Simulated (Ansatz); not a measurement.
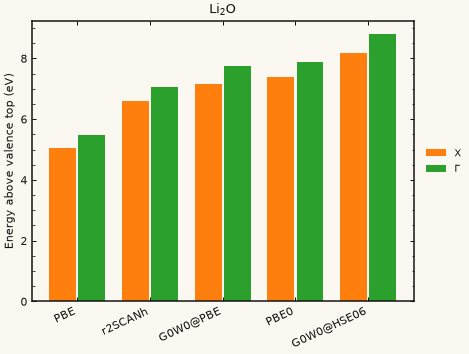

Lowest conduction level at each named k point, counted from the valence-band top at Γ, by several methods on one cell of antifluorite-type Li2O, space group Fm-3m, 3 atoms in the primitive cell, relaxed with r2SCAN; cubic a = 4.573 Å. All runs are without spin-orbit coupling and carry no moments.

> How do the methods rank at X?

From low to high: PBE 5.05, r2SCANh 6.59, G0W0@PBE 7.16, PBE0 7.39, G0W0@HSE06 8.17 eV.

> Do the methods agree on which of these conduction levels is lowest?

Yes: all put it at X.

```
    method  program  X (eV)  Γ (eV)
       PBE   Ansatz    5.05    5.49
   r2SCANh   Ansatz    6.59    7.05
  G0W0@PBE   Ansatz    7.16    7.74
      PBE0   Ansatz    7.39    7.89
G0W0@HSE06   Ansatz    8.17    8.79
```

Settings. PBE: Ansatz PAW set, 10×10×10 k mesh, 420 eV cutoff, Fermi-Dirac smearing of 0.02 eV (Ansatz 0.2.0). r2SCANh: Ansatz PAW set, 6×6×6 k mesh, 500 eV cutoff, fixed occupations (Ansatz). G0W0@PBE: PBE, Ansatz PAW set, 6×6×6 k mesh, 420 eV cutoff, fixed occupations (Ansatz), G0W0 with empty bands 71, screening cutoff 120 eV and frequency treatment contour deformation. PBE0: Ansatz PAW set, 6×6×6 k mesh, 420 eV cutoff, fixed occupations (Ansatz). G0W0@HSE06: HSE06, Ansatz PAW set, 6×6×6 k mesh, 420 eV cutoff, fixed occupations (Ansatz 0.2.0), G0W0 with empty bands 131, screening cutoff 180 eV and frequency treatment contour deformation.

These are five of the 13 methods that were run on this cell. r2SCANh, PBE0 and G0W0@HSE06: the PAW data sets were made with another functional. LDA, GGA and most meta-GGA functionals understate gaps. The GW runs differ in bands or cutoffs. The GW values are at finite bands, cutoffs and mesh, short of the basis limit.
